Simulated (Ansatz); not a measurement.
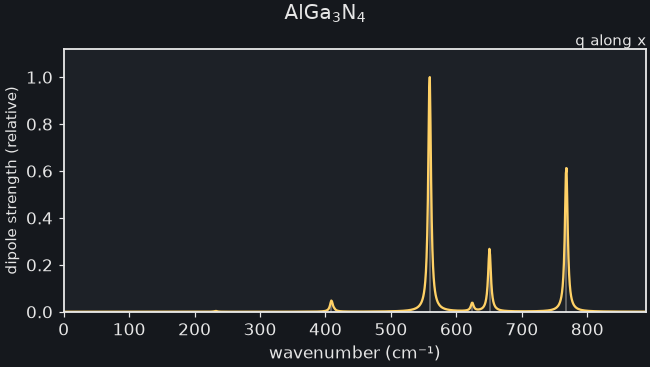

How it was computed, with Ansatz 0.2.0: optical phonons of an insulator on the approach to the zone centre along x, y and z with the field of polar modes, imaginary frequencies are negative, field response on a mesh refined by the program; plane waves with PAW datasets. Level: PBEsol, no spin polarisation.

| setting | value |
| --- | --- |
| wave cutoff | 420 eV |
| k mesh | 6×6×6 |
| occupations | fixed |
| pressure | 0 GPa |

Structure:
```yaml
crystal:
  lattice:
    - [4.46757, 0.00000, 0.00000]
    - [0.00000, 4.46757, 0.00000]
    - [0.00000, 0.00000, 4.46757]
  atoms:
    - { symbol: Al, position: [0.00000, 0.00000, 0.00000] }
    - { symbol: Ga, position: [0.50000, 0.50000, 0.00000] }
    - { symbol: Ga, position: [0.50000, 0.00000, 0.50000] }
    - { symbol: Ga, position: [0.00000, 0.50000, 0.50000] }
    - { symbol: N, position: [0.75503, 0.75503, 0.24497] }
    - { symbol: N, position: [0.75503, 0.24497, 0.75503] }
    - { symbol: N, position: [0.24497, 0.75503, 0.75503] }
    - { symbol: N, position: [0.24497, 0.24497, 0.24497] }
```

Figure. Polar optical modes, transverse and longitudinal, approaching the zone centre along x for AlGa₃N₄, space group P-43m (No. 215). Lines are broadened by Lorentzians of 5.1 cm⁻¹ full width; the spectrum is scaled to its strongest line.

The transverse (TO, twofold) lines lie at 409.1, 559.1 and 650.6 and the longitudinal (LO) ones at 624.2 and 767.9 cm⁻¹, the same along x, y and z by the cubic symmetry.

Caveats: field response not converged on the k mesh.
